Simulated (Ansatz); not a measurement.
Take the following structure.

```
W S
1.0
     3.31086    0.00000    0.00000
    -1.65543    2.86729    0.00000
     0.00000    0.00000   18.30662
W S
1 2
Direct
  0.33333 0.66667 0.50000
  0.66667 0.33333 0.40800
  0.66667 0.33333 0.59200
```

Q: What would you see if this were drawn?

A: The material is WS₂. Content of the cell: 1 W, 2 S (Z = 1). Each W has six S in a trigonal prismatic arrangement at 2.55 Å. The S atoms are each bonded to three W in a trigonal pyramidal arrangement at 2.55 Å. Not all metal-metal contacts are counted. The bonds build WS2 layers parallel to (001).

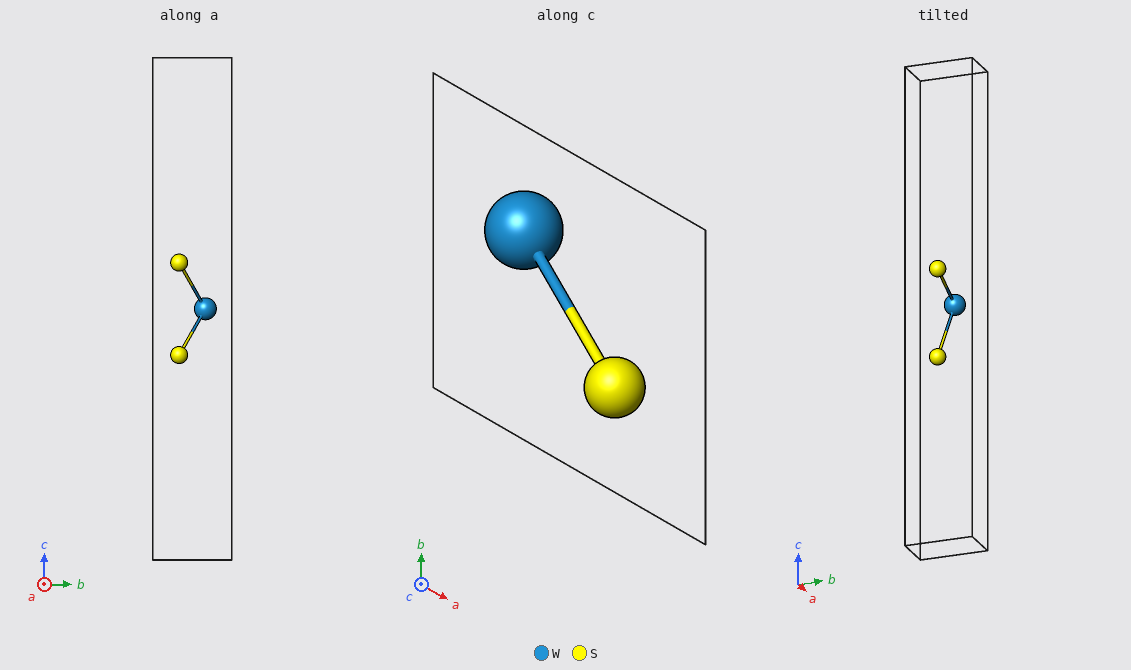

The figure gives a ball-and-stick picture of the atoms, viewed along the a axis, along the c axis and slightly off an axis. The parallelepiped is the simulation cell.

It goes back to a structure listed in the Materials Project. The cell was then strained or its atoms displaced on purpose. It was run through Ansatz as a DFT input.

At this level of theory the run's own cell isn't at rest (stretched, at -7 GPa and forces up to 2.7 eV/Å), so its distances can differ from those at equilibrium, the more so the softer the solid.
